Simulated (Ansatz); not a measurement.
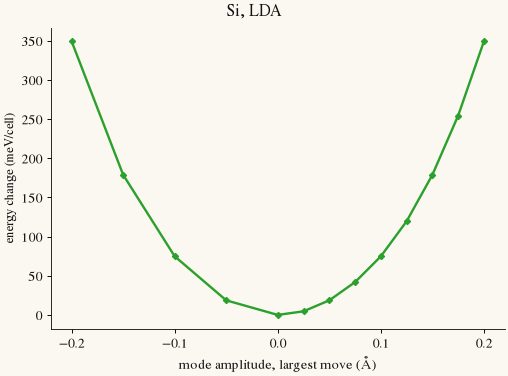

The plot gives the computed energy change against mode amplitude for Si, space group P6_3/mmc (No. 194).

The given structure:
```xyz
2
Lattice="2.6511 0.0000 0.0000 -1.3255 2.2959 0.0000 0.0000 0.0000 4.5417" Properties=species:S:1:pos:R:3 pbc="T T T"
Si    0.0000    1.5306    1.1354
Si    1.3255    0.7653    3.4063
```

Displacement pattern for amplitude 1 (x, y, z for each atom, in the order of the cell):
```tsv
atom	x	y	z
Si1	0.00	0.00	1.00
Si2	0.00	0.00	-1.00
```

Computed with Ansatz 0.2.0: a normal mode of the cell frozen into a crystal at growing amplitude, by plane-wave density functional theory with PAW datasets, free energies less that of the undisturbed cell; scalar-relativistic. Level: LDA, no spin polarisation.

- wave cutoff: 420 eV
- k mesh: 24×24×14
- occupations: Gaussian
- smearing width: 0.15 eV
- k shift: (0, 0, 0) (mesh steps)
- start: relaxed

The points at mode amplitude −0.15, −0.05, 0.1 and 0.2 follow from computed ones by symmetry.

Q: Does the undistorted structure sit at the bottom of the curve?

A: Yes: the energy rises on both sides of the starting structure, which is therefore a minimum along this path.

Q: What does the calculation give for the phonon wavenumber?

A: 266 cm⁻¹.
